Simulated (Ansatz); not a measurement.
System: CO₂, space group Fm-3m (No. 225) (one of a set of cubic test structures, which need not be the stable phase).

Method: equation of state of a cubic crystal from periodic Kohn-Sham density functional theory without spin, third-order Birch-Murnaghan fit to the free energies; pressure corrected for the finite basis (Ansatz 0.2.0 development build). Level: r2SCAN.

```json
{"setting": "structure type", "value": "fluorite"}
{"setting": "atoms in cell", "value": "3"}
{"setting": "space group number", "value": "225"}
{"setting": "lattice centring", "value": "face-centred primitive"}
{"setting": "k mesh", "value": "13×13×13"}
{"setting": "occupation method", "value": "Fermi–Dirac"}
{"setting": "occupation width", "value": "0.1 eV"}
{"setting": "wave cutoff", "value": "700 eV"}
{"setting": "datasets", "value": "hard PAW"}
{"setting": "density tolerance", "value": "1e-09 eV"}
{"setting": "bands", "value": "12"}
{"setting": "density cutoff ratio", "value": "4"}
{"setting": "search for lower states", "value": "default"}
{"setting": "xc grid level", "value": "2"}
```

What does the calculation give for the energy above the lowest point and pressure against volume? The volume takes the values 6.9781, 7.2056, 7.4332, 7.6607, 7.8883 Å³/atom.

A third-order Birch–Murnaghan fit gives V0 = 7.40 Å³/atom, B0 = 186 GPa and B′ = 4.6. The energy above the lowest point is 15.6 meV/atom at volume 6.9781 Å³/atom and 16.4 meV/atom at 7.8883 Å³/atom; the lowest computed point is at volume 7.4332 Å³/atom (0.0 meV/atom). The pressure falls from 12.6 GPa at volume 6.9781 Å³/atom to −10.2 GPa at 7.8883 Å³/atom, and changes sign near 7.40 Å³/atom.

```
volume (Å³/atom)  energy above the lowest point (meV/atom)  pressure (GPa)
          6.9781                                      15.6            12.6
          7.2056                                       3.1             5.3
          7.4332                                       0.0            -0.8
          7.6607                                       4.9            -5.9
          7.8883                                      16.4           -10.2
```

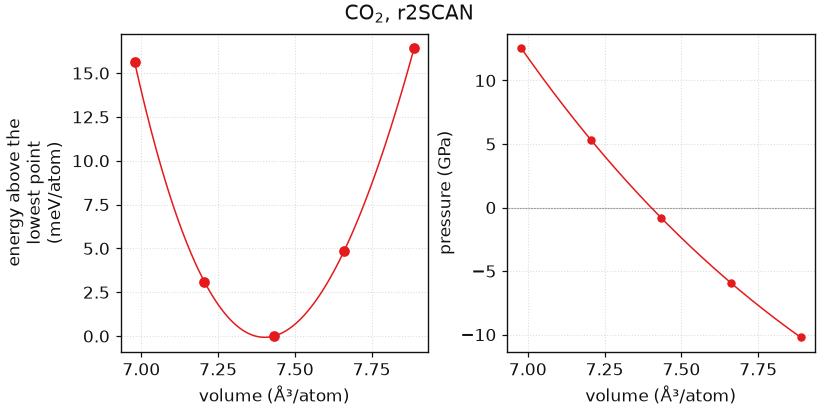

Caveats: cubic model structure, not the ambient form; pseudopotentials made with PBE, not this functional.
